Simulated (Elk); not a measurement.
MgO (Fm-3m): how ε∞ follows the gap

The empty bands of MgO (Fm-3m) are shifted up rigidly by Δ, and ε∞ is computed for each shift.

Cell: a, b, c = 2.982, 2.982, 2.982 Å (primitive vectors), 2 atoms.

Method: Elk 11.2.3 (patched build), PBE, independent particles, k-mesh 14×14×14, Lorentzian half width 0.15 eV.

Launch of the response step: `OMP_NUM_THREADS=4 elk`. The series took 50 s in all, its band step included, on 4 threads of Arm Neoverse N1, on a shared host.

| Δ (eV) | ε∞ |
| --- | --- |
| 0.00 | 3.154 |
| 0.25 | 3.107 |
| 0.50 | 3.062 |
| 0.75 | 3.019 |
| 1.00 | 2.978 |
| 1.50 | 2.902 |
| 2.00 | 2.833 |
| 3.00 | ? |

With one effective transition at E₀ and fixed dipole strength, ε∞ − 1 = A/(E₀ + Δ), so 1/(ε∞ − 1) is linear in Δ.

Working, on the rows shown:

| x = Δ (eV) | y = 1/(ε∞ − 1) |
| --- | --- |
| 0 | 0.464253 |
| 0.25 | 0.474608 |
| 0.5 | 0.484966 |
| 0.75 | 0.495295 |
| 1 | 0.505561 |
| 1.5 | 0.525762 |
| 2 | 0.545554 |

Means: x̄ = 0.85714, ȳ = 0.49943. Σ(x − x̄)(y − ȳ) = 0.1213, Σ(x − x̄)² = 2.982. Slope = 0.1213 / 2.982 = 0.04069; intercept = ȳ − slope · x̄ = 0.46455. Turned back into ε∞, the line misses the rows shown by at most 0.0014.

Predict the last column of the withheld row from the fit.

At x = 3 the line gives y = 0.58662, that is 2.705. The run gave 2.709, so the extrapolation is off by 0.0043, 1.0 % of the range in the table.

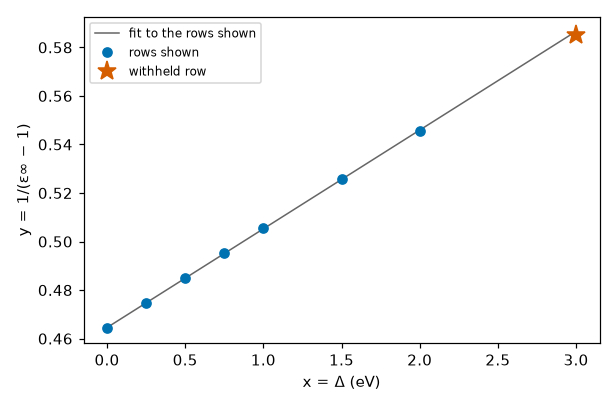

Refitted with all rows, the slope is 0.04029 and the intercept 0.46481. These give E₀ = intercept/slope = 11.5 eV, far above the least direct gap of 4.76 eV: most of the screening comes from transitions well over the edge. Over the first step ε∞ falls by 6 % per eV. The cell comes from an older database entry, whose edges can be off by a per cent or so. Excitons are left out and so are local fields; PBE gaps are as a rule too small. The values come from a sum over the points of one k-mesh and carry its error, which grows as the direct gap shrinks.
